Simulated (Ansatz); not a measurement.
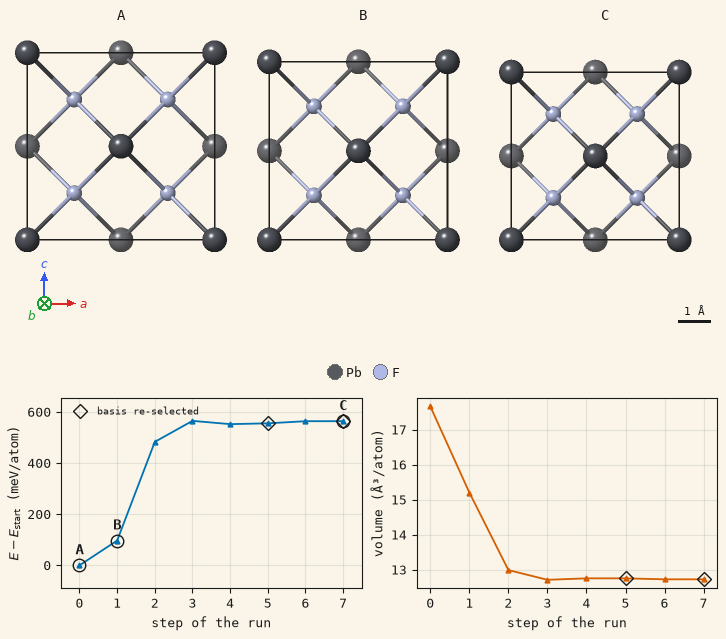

Frames of a relaxation of solid PbF2 (set up in Fm-3m), marked on the history of the run. Style: ball-and-stick. Shown: the conventional cell (4 times the calculation's cell), along the b axis. Lengths and directions refer to the drawn axes.

Case: relaxed at 50 GPa.

Theory: DFT PBE+D3(BJ), scalar-relativistic, plane waves, PAW in Ansatz 0.2.0. (plane-wave cutoff 420 eV; k-point mesh 8 × 8 × 8; occupations fixed; target pressure 50 GPa; no spin polarisation; cell and atoms relaxed; force threshold 0.001 eV/Å; at most 60 steps)

### Describe the path.

The atoms keep their places relative to the cell (all moves are under 0.005 Å). The volume changes by −27.9 %, with a = b = c 5.962 → 5.345 Å (−10.3 %). Some distances before and after: F–Pb 2.582 → 2.315 Å. The space group stays Fm-3m (No. 225). After 5 accepted moves (7 points after the start) the energy has risen by 564 meV per atom. With the target pressure of 50 GPa, the enthalpy E + pV changes by −976 meV per atom. All forces vanish by symmetry, so only the cell relaxes. The pressure goes from 0.00 to 50.00 GPa. At 2 points the geometry stayed and the basis and grid were re-selected for the new cell (energy shift of 3.1 meV per atom at most each time). From step 0 to 1: volume −13.9 %, energy +97.1 meV per atom. From step 1 to 7: volume −16.3 %, energy +467 meV per atom.
